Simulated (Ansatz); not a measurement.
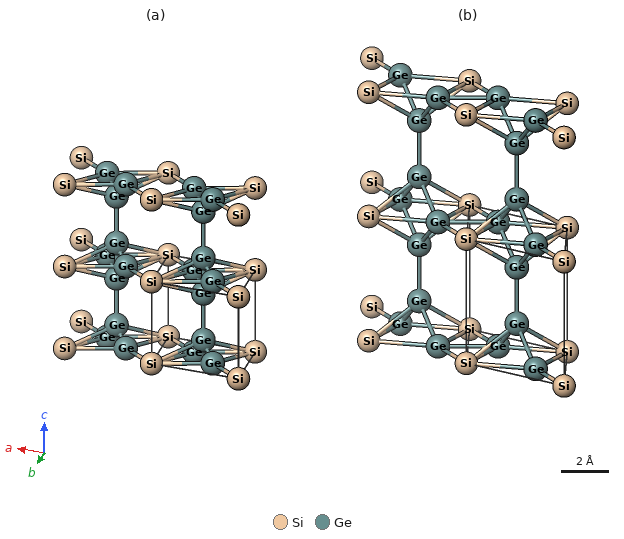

The structure of solid SiGe4 (a generated structure, set up in Cmmm) (coarse preliminary run) before (left) and after (right) a relaxation, at one scale.

Style: ball-and-stick. Shown: the cell of the calculation, repeated 2 × 1 × 2 with one cell outlined, from a free direction.

Computed with Ansatz 0.2.0, DFT PBE, scalar-relativistic, plane waves, PAW.

Input file:
```yaml
crystal:
  lattice:
    - [2.43361251, -3.78257795, 0.0]
    - [2.43361251, 3.78257795, 0.0]
    - [0.0, 0.0, 3.65465093]
  atoms:
    - { symbol: Si, position: [0.0, 0.0, 0.0] }
    - { symbol: Ge, position: [0.5, 0.5, 0.78504086] }
    - { symbol: Ge, position: [0.5, 0.5, 0.21495914] }
    - { symbol: Ge, position: [0.63231536, 0.36768464, 0.0] }
    - { symbol: Ge, position: [0.36768464, 0.63231536, 0.0] }
basis:
  ecutwfc: 420
kpoints:
  mp_grid: { grid: [4, 4, 6] }
hamiltonian:
  xc: pbe
scf:
  occupations: { method: gaussian, width: 0.1 }
  lower_state_search: "off"
output:
  forces: true
  stress: true
  eigenvalues: true
relax:
  adjacent_minimum: "off"
  f_tol: 0.04
  max_steps: 70
  cell: { stress_tol: 0.4 }
```

Command:
```bash
ansatz run input.yaml --threads 1 --pin off --max-ram 2560MiB --backend cpu --events-out ev --progress --plain --runs-dir out
```

### What changed between the two?

The largest moves relative to the cell, 0.68 Å, are those of Ge4 and Ge5. Ge4 goes along [1 −1 0]. Si stays in place. The volume changes by +98.6 %, with a = b 4.498 → 5.619 Å (+24.9 %), c 3.655 → 5.541 Å (+51.6 %), γ 114.5° → 130.2°. Among the contacts that change: Ge4–Ge5 2.002 → 4.055 Å, Ge2–Ge3 1.571 → 3.030 Å, Ge2–Ge4 1.272 → 2.531 Å, Si1–Ge4 2.631 → 3.116 Å. Bonds break: Ge2–Ge3 (1.57 → 3.03 Å). Among the angles between lasting bonds that change: Ge2–Si1–Ge2 144.2° → 114.7°, Si1–Ge3–Si1 144.2° → 114.7°, Si1–Ge3–Ge2 107.9° → 122.6°. The space group stays Cmmm (No. 65). After 21 accepted moves (26 points after the start) the energy has fallen by 159.402 eV per cell of the calculation. The largest force component goes from 210 to 0.034 eV/Å. The pressure goes from 631.99 to 0.12 GPa. The line search rejected the trial steps at points 10, 20 of the run. At 3 points the geometry stayed and the basis and grid were re-selected for the new cell (energy shift of 1.008 eV per cell of the calculation at most each time). The run took 2.5 min on 1 thread of Arm Neoverse V2, on a shared host, peak memory 0.5 GiB.
